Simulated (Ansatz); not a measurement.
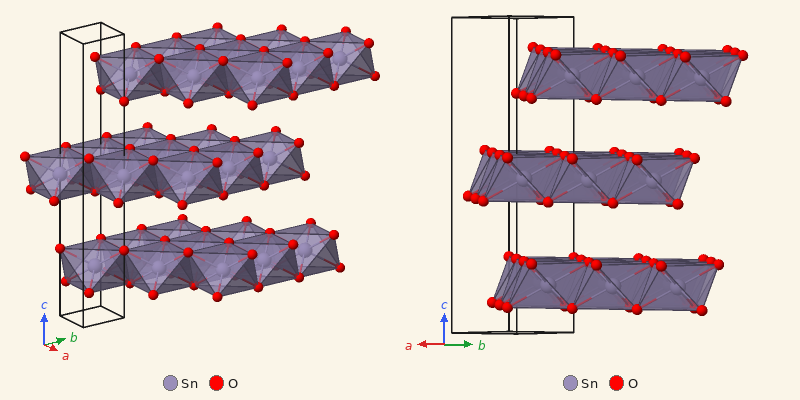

Polyhedra are drawn about Sn (bonds: O–Sn below 2.4 Å); other atoms are plain spheres. Two views of the same piece.

The compound is SnO2 (space group R-3m, No. 166), taken as the input geometry of an electronic-structure calculation (not necessarily at equilibrium).

Sharing among the drawn polyhedra:

| site | polyhedron | corner-sharing neighbours | edge-sharing | face-sharing | bond (Å) |
| --- | --- | --- | --- | --- | --- |
| Sn | SnO6 octahedron | 0 | 6 | 0 | 2.13 |

They form layers of edge-sharing octahedra parallel to (001).
